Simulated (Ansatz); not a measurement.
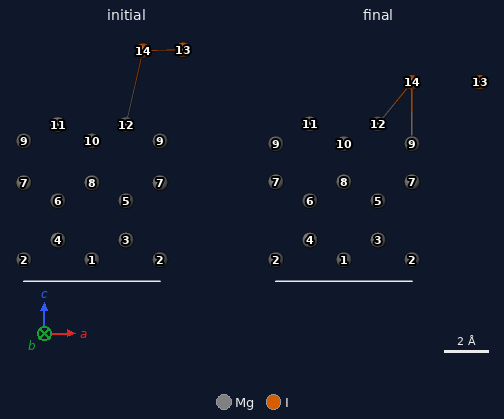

The structure of a slab of composition Mg$_{6}$I (cut from the P6_3/mmc phase) before (left) and after (right) a constrained relaxation, at one scale.

A ball-and-stick model of the cell of the calculation, outlined in the plane, without the vacuum, seen along the b axis.

Case: 1 I2 a cell, tilted, over a bridge Mg-Mg site. The slab is the (1 0 0) face of Mg with I2 on it. 6 atoms are held fixed.

The calculation used DFT PBE+D3(BJ), scalar-relativistic, plane waves, PAW (Ansatz). (plane-wave cutoff 420 eV; k-point mesh 3 × 4 × 1; occupations gaussian; smearing width 0.1 eV; no spin polarisation; dipole correction; atoms relaxed in a fixed cell; force threshold 0.04 eV/Å; at most 100 steps)

**Describe what moved and what it gained.**

I13 moves most: 2.59 Å at 55° to the normal (−c side). Largest moves by element: I 2.59 Å, Mg 0.14 Å. The lattice vectors keep their values. Near-neighbour distances that change, for instance: Mg12–I13 5.326 → 2.855 Å, Mg10–I13 4.767 → 3.069 Å, Mg11–I14 4.344 → 2.855 Å, Mg9–I14 4.434 → 3.069 Å. New bonds form: Mg10–I13 (4.77 → 3.07 Å), Mg11–I13 (3.90 → 2.86 Å), Mg11–I14 (4.34 → 2.85 Å), Mg12–I13 (5.33 → 2.85 Å). Bonds break: I13–I14 (2.76 → 3.87 Å). After 19 accepted moves (21 points after the start) the energy has fallen by 3.540 eV per cell of the calculation. Largest force component: 0.83 eV/Å at the start, 0.0035 eV/Å at the end. 2 steps only repeated the SCF at the same geometry. The run may lie on a higher electronic state than the lowest, so the end point isn't shown to be the ground-state structure.

Limits of the set-up: the periodic images lie only 5.1 Å apart, so the values are limited by the cell's size.
